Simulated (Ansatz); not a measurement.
# Single-point calculation of TiSi

TiSi (Cmmm, 8 atoms in the cell), computed with DFT PBEsol, scalar-relativistic, plane waves, PAW, no spin polarisation (Ansatz 0.2.0).

The structure derives from an entry of the Crystallography Open Database. It belongs to a series of runs on one base structure; here: mode 12 (228.4 1/cm) frozen in, largest displacement +0.075 A. Figures and captions count atoms from 1; the log counts them from 0 in places.

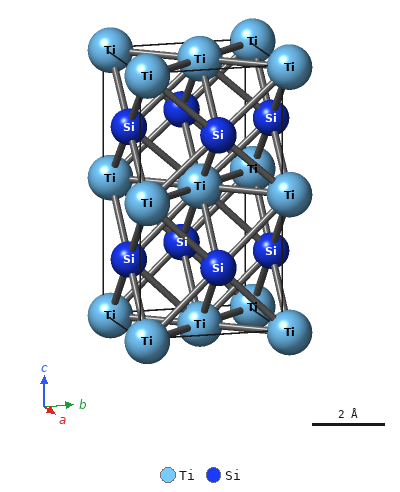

*The input geometry (ball-and-stick view of the cell of the calculation, set on other vectors, seen slightly off an axis). An atom can appear more than once, as a periodic image.*

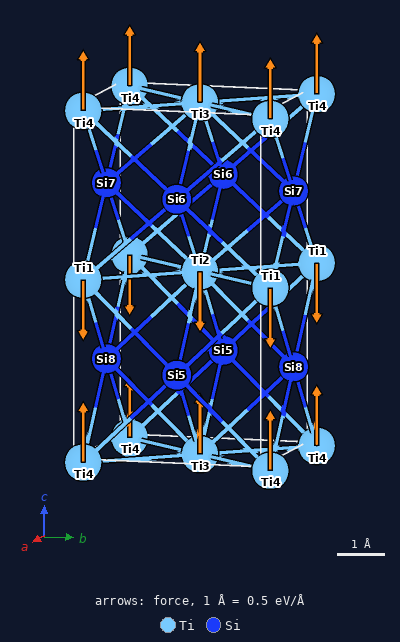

*Forces on the atoms as orange arrows (ball-and-stick view of the cell of the calculation, set on other vectors, seen slightly off an axis; atoms are numbered from 1 in the order of the input).*

The largest act on all 4 Ti atoms (0.67 eV/Å). The geometry is not a stationary point of this energy.

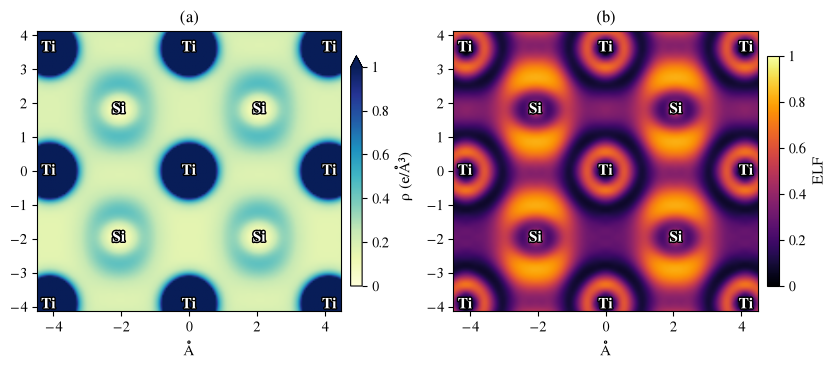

*(a) valence pseudo-density; (b) electron localisation function on the (100) plane of the conventional cell.*

Ti–Si (2.76 Å): ρ is about 0.25 e/Å³ halfway; the ELF is about 0.35 at the midpoint. Ti–Si (2.86 Å): the density is about 0.22 e/Å³ at the midpoint; the ELF is about 0.35 at the midpoint. Away from the nuclei the density in this plane falls to 0.15 e/Å³ at its lowest. The strong features right at Ti lie inside the PAW spheres (semicore, d or f shells) and say nothing about bonding. Core electrons are frozen (PAW), so the fields are smoothed inside the atomic spheres.

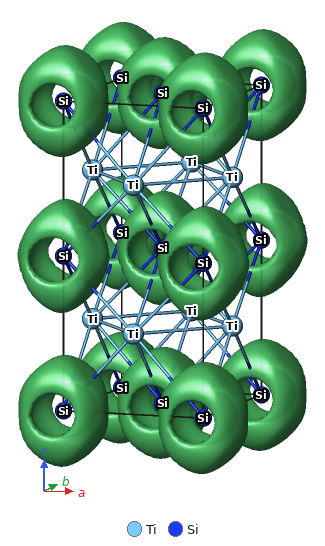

*Isosurface of the electron localisation function at 0.65 (green), seen at an oblique angle. Only the valence region is drawn (cores and ρ < 0.01 e/Å³ removed). Sticks mark near contacts. The outline is the cell set on symmetry axes.*

Profiles from the grid: Ti–Si (2.56 Å): the ELF is about 0.35 at the midpoint. Ti–Ti (2.74 Å): the ELF is about 0.30 at the midpoint; no localised pair between them.

The input and output of the run follow.

## Input file
```yaml
crystal:
  lattice:
    - [3.600791691, 0.0, 0.0]
    - [0.0, 7.5785650265, 0.0]
    - [0.0, 0.0, 4.1428981957]
  atoms:
    - { symbol: Ti, position: [0.0, 0.4901036674, 0.05075] }
    - { symbol: Ti, position: [0.5, 0.4901036674, 0.55075] }
    - { symbol: Ti, position: [0.5, 0.0098963326, 0.55075] }
    - { symbol: Ti, position: [0.0, 0.0098963326, 0.05075] }
    - { symbol: Si, position: [0.0, 0.75, 0.55075] }
    - { symbol: Si, position: [0.0, 0.25, 0.55075] }
    - { symbol: Si, position: [0.5, 0.25, 0.05075] }
    - { symbol: Si, position: [0.5, 0.75, 0.05075] }
basis:
  ecutwfc: 420
kpoints:
  mp_grid: { grid: [12, 6, 10] }
hamiltonian:
  xc: pbesol
scf:
  occupations: { method: gaussian, width: 0.15 }
output:
  forces: true
  stress: true
  eigenvalues: true
  write_density: true
  write_potential: true
  elf: true
  volumetric_format: npy
```

Launched with:
```bash
ansatz run input.yaml --threads 2 --pin off --max-ram 5120MiB --backend cpu --events-out ev --progress --plain --runs-dir out
```

## What the program printed
```
Engine: ansatz 0.2.0, aarch64-unknown-linux-gnu
Pseudopotentials: kind: paw
Pseudopotential: Ti, paw, valence charge 12, recommended cutoff 420 eV (normal), Ti.paw.azcp
Pseudopotential: Si, paw, valence charge 4, recommended cutoff 420 eV (normal), Si.paw.azcp
Functional definition: PBEsol
  exchange = pbesol_x
  correlation = pbesol_c
Crystal: 8 atoms, lattice volume = 113.055 Å³
Basis set: ecut = 420 eV, 2177 PW (Γ), exchange–correlation on 50×108×60 points (8 copies of the dense FFT grid, shifted against one another)
Bands: 40, of which v1, the nominal top of the filled ones, is band 32 counted from 1 (31 counted from 0)
Symmetry: 16 space group operations
Space group: Cmmm (ITA 65), of the structure as read, at distance tolerance 4.8e-5 Å
k-points: 168 of 720
Non-local potential: Ti, projectors of the file, l = 0: 3, l = 1: 2, l = 2: 3, l = 3: 1
Non-local potential: Si, projectors of the file, l = 0: 2, l = 1: 2, l = 2: 2
PAW form: soft (Blöchl's): semilocal exchange-correlation on the pseudo side does not see the compensation charge
PAW frozen core: Ti, regenerated for the run's functional, and the local potential with it (the file was generated under x = pbe(κ = 0.804, μ = 0.2195149727645171), c = pbe(β = 0.06672455060314922))
PAW frozen core: Si, regenerated for the run's functional, and the local potential with it (the file was generated under x = pbe(κ = 0.804, μ = 0.2195149727645171), c = pbe(β = 0.06672455060314922))
PAW one-centre angular grid: Ti, 590 points (default); XC on 64 Gauss nodes
PAW one-centre angular grid: Si, 110 points (default); XC on 64 Gauss nodes
Initial density: superposition of atomic densities (neutral atoms: chi_scale 0, normalization atom), corrected by the library's trained network
Initial wavefunctions: pseudopotential atomic-orbital guess
Functional: x = pbesol(κ = 0.804, μ = 0.12345679012345678), c = pbesol(β = 0.046)
SCF iter   1: F=—  HF=-12386.470518 eV  |F-HF|=—  |Δ(HF+E_count)|=         —  Δρ=6.47e-3  dr2=3.32e-2  ethr=1.77e-3  ⟨swp⟩=5.9  Hψ=27693  notcnv=0
preconditioner: auto → Kerker (q_TF=auto, 2.481 Å⁻¹)  [metal: Δε(μ)=0.003 eV  Ē_g=5.344 eV  σ=0.150 eV  W_gap=0.01  n_scr=36 (ndim 8)  ℏωp=19.8 eV  f_vac=0.000  D(μ)=4.40/eV (n_scr^D=38)]
SCF iter   2: F=—  HF=-12386.461395 eV  |F-HF|=—  |Δ(HF+E_count)|=   9.12e-3  Δρ=2.88e-3  dr2=7.78e-3  ethr=5.20e-5  ⟨swp⟩=2.7  Hψ=12688  notcnv=0  defer=21
SCF iter   3: F=—  HF=-12386.459635 eV  |F-HF|=—  |Δ(HF+E_count)|=   1.76e-3  Δρ=8.15e-4  dr2=9.76e-4  ethr=1.22e-5  ⟨swp⟩=2.8  Hψ=11101  notcnv=0  defer=21
SCF iter   4: F=—  HF=-12386.459430 eV  |F-HF|=—  |Δ(HF+E_count)|=   2.05e-4  Δρ=7.37e-5  dr2=1.06e-5  ethr=1.52e-6  ⟨swp⟩=2.1  Hψ=8556  notcnv=0  defer=21
SCF iter   5: F=—  HF=-12386.459583 eV  |F-HF|=—  |Δ(HF+E_count)|=   1.53e-4  Δρ=2.13e-5  dr2=6.70e-7  ethr=1.65e-8  ⟨swp⟩=2.1  Hψ=9216  notcnv=0  defer=24
SCF iter   6: F=-12386.459583 eV  HF=-12386.459583 eV  |F-HF|=2.01e-8  |Δ(HF+E_count)|=   6.09e-8  Δρ=3.45e-6  dr2=2.90e-8  ethr=1.56e-10  ⟨swp⟩=12.2  Hψ=42150  notcnv=0
SCF 1 converged in 6 iterations: F = -12386.459583 eV  dr2 = 2.90e-8
  greatest PAW one-centre occupation: 0.999 electrons in one spin orbital (limit 2), on the Ti atom at site 3 (counted from 0), in its partial waves of l = 0
SCF converged after 6 iterations
Free energy (F): -12386.459583 eV
Harris-Foulkes:  -12386.459583 eV  (|F-HF|=2.01e-8)
Internal energy: -12386.409720 eV  (E = F + TS)
E sigma→0 (E₀):  -12386.434651 eV
Entropy (-TS):   -0.049863 eV (-6.233 meV/atom)
Fermi energy:    13.847623 eV
--- Per-component energies (eV) ---
  E_band       = -480.108705
  E_kinetic    = 1273.204009
  E_local      = -3800.135085  (includes V_loc(G=0)·N_el)
  E_nonlocal   = 141.438318
  E_hartree    = 1644.734329
  E_xc         = -616.713919
  E_vxc        = -688.170446  (∫ρ·V_xc dr)
  E_paw        = -6088.030576  (= ΣΔE_a)
  E_vpaw       = -695.913027  (= ΣTr[D̂ρ^β])
  E_aug_tail   = 0.000517  (compensation charges beyond the density's cutoff)
  E_ewald      = -4941.591092
  E_core_change = 0.683780  (= ΣΔE_core)
  E_smearing   = -0.049863  (= −TS)
  E_closure    = 0.000000  (closes the sum)
  Σ components = -12386.459583   (vs F -12386.459583, Δ=0.00e0)
--- Forces (eV/Å), atoms counted from 1 ---
  atom   1  Ti    -0.00000000     0.67042591     0.00000000
  atom   2  Ti     0.00000000     0.67042591     0.00000000
  atom   3  Ti    -0.00000000    -0.67042591     0.00000000
  atom   4  Ti     0.00000000    -0.67042591     0.00000000
  atom   5  Si     0.00000000    -0.00000000     0.00000000
  atom   6  Si     0.00000000     0.00000000     0.00000000
  atom   7  Si     0.00000000     0.00000000     0.00000000
  atom   8  Si     0.00000000    -0.00000000     0.00000000
  max |Σ_I F_I| component: 2.22e-16 eV/Å
--- Stress (GPa, compression-positive) ---
        0.718609       0.000000       0.000000
        0.000000       0.106359       0.000000
        0.000000       0.000000       0.703013
  P = ⅓ Tr σ = 0.5093 GPa (5.093 kbar)
--- Band table (eV; the first three rows and the last of 168) ---
  k-point 0: bands = ["-42.5421", "-42.5397", "-42.3766", "-42.3748", "-19.1403", "-19.1346", "-19.1271", "-19.0744", "-19.0627", "-19.0580", "-18.9465", "-18.9148", "-18.6125", "-18.6103", "-18.4954", "-18.4935", "1.8709", "3.2577", "7.2023", "7.9953", "8.8329", "9.8483", "10.1056", "10.2648", "10.9373", "11.2715", "11.9822", "12.2308", "12.4785", "12.5873", "12.8777", "12.9025", "13.4320", "14.4308", "14.5475", "15.5499", "15.6086", "16.0470", "16.2520", "16.3753"]
  k-point 1: bands = ["-42.5380", "-42.5356", "-42.3807", "-42.3789", "-19.1260", "-19.1226", "-19.1203", "-19.0704", "-19.0520", "-19.0474", "-18.9508", "-18.9186", "-18.6239", "-18.6216", "-18.5129", "-18.5107", "1.9599", "3.3228", "7.3020", "7.5982", "8.3200", "9.8784", "10.1676", "10.3323", "11.3490", "11.6201", "11.9557", "12.2812", "12.6305", "12.7767", "12.8183", "12.9769", "13.4771", "14.3668", "14.4612", "15.5114", "15.5449", "15.9171", "16.1941", "16.3471"]
  k-point 2: bands = ["-42.5263", "-42.5240", "-42.3925", "-42.3906", "-19.1094", "-19.0842", "-19.0784", "-19.0590", "-19.0209", "-19.0165", "-18.9633", "-18.9299", "-18.6568", "-18.6544", "-18.5629", "-18.5601", "2.2246", "3.5180", "6.7438", "7.3781", "7.5928", "9.9356", "10.4653", "10.5332", "11.5633", "11.8938", "12.4259", "12.5350", "12.7432", "12.8421", "13.1978", "13.5395", "13.6098", "13.8965", "14.5589", "15.3618", "15.3639", "15.4136", "15.8652", "16.0345"]
  k-point 167: bands = ["-42.4555", "-42.4555", "-42.4545", "-42.4545", "-19.2070", "-19.2070", "-19.2033", "-19.2033", "-19.0152", "-19.0152", "-18.9995", "-18.9995", "-18.5049", "-18.5049", "-18.5038", "-18.5038", "5.8275", "5.8275", "6.0984", "6.0984", "7.8327", "7.8327", "8.0474", "8.0474", "11.0129", "11.0129", "11.0323", "11.0323", "12.7172", "12.7172", "12.8227", "12.8227", "15.5539", "15.5539", "15.6029", "15.6029", "15.9684", "15.9684", "15.9939", "15.9939"]
```

## Results in brief

| quantity | value |
| --- | --- |
| outcome | converged |
| space group (tolerance 0.01 Å) | Cmmm (65) |
| electrons treated | 64 |
| free energy | −12386.4596 eV |
| Fermi energy | 13.848 eV |
| gap on the k-point mesh | none (metallic) |
| pressure | 0.51 GPa |
| largest force (length of the vector) | 0.670 eV/Å |
| hardware | 2 threads of Arm Neoverse V2, 24 GiB of memory available, shared host |
| wall time | 25 s (CPU time 49 s) |
| peak memory | 0.75 GiB |
